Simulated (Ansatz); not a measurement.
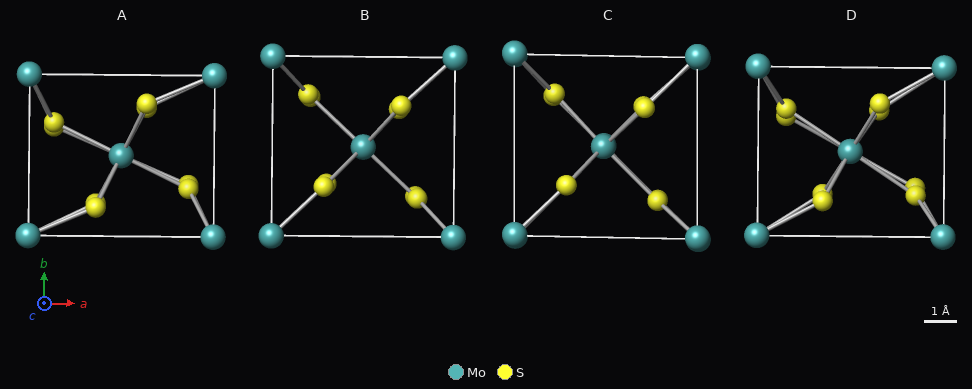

4 geometries from one relaxation of crystalline MoS2 (built on the MgH2-136 type type), in shuffled order. A ball-and-stick model of the cell of the calculation, seen along the c axis.

Case: shaken.

Computed with Ansatz, DFT, PBEsol, plane waves, PAW. Settings: plane-wave cutoff 420 eV; k-point mesh 4 × 4 × 4; occupations fermi dirac; smearing width 0.05 eV; no spin polarisation; cell and atoms relaxed; force threshold 0.01 eV/Å; at most 120 steps.

Put them in the order of the run, from the start to the converged end.

Answer. C, B, D, A. They are steps 0, 9, 13, 21, at +1.473 eV per cell of the calculation, +1.103 eV per cell of the calculation, +0.543 eV per cell of the calculation relative to the last. The energy falls by 1.473 eV per cell of the calculation in 17 accepted moves (21 points after the start). Largest force component: 0.93 eV/Å at the start, 0.01 eV/Å at the end. The pressure goes from −1.29 to −0.01 GPa. The line search rejected the trial steps at points 4, 6, 15 of the run. The SCF was repeated once at an unchanged geometry on a basis and grid sized afresh for the cell, which shifted the energy by 1.6 meV per cell of the calculation at most. The largest move relative to the cell is that of an S atom, 0.74 Å along [2 3 0]. Largest moves by element: S 0.74 Å, Mo 0.19 Å. The volume changes by −10.4 %, with a 5.877 → 5.946 Å (+1.2 %), b 5.830 → 5.184 Å (−11.1 %), c 6.344 → 6.315 Å (−0.5 %), α 90.2° → 90.0°, γ 91.1° → 90.0°. Some distances before and after: S–S 4.184 → 2.452 Å, S–S 4.104 → 2.452 Å, S–S 4.215 → 2.645 Å, S–S 4.130 → 2.645 Å. Among the angles between lasting bonds that change: Mo–S–Mo 141.4° → 123.6°, Mo–S–Mo 138.1° → 121.3°, Mo–S–Mo 139.6° → 123.6°. The space group (tolerance 0.01 Å) goes from P1 (No. 1) to P2_12_12 (No. 18).
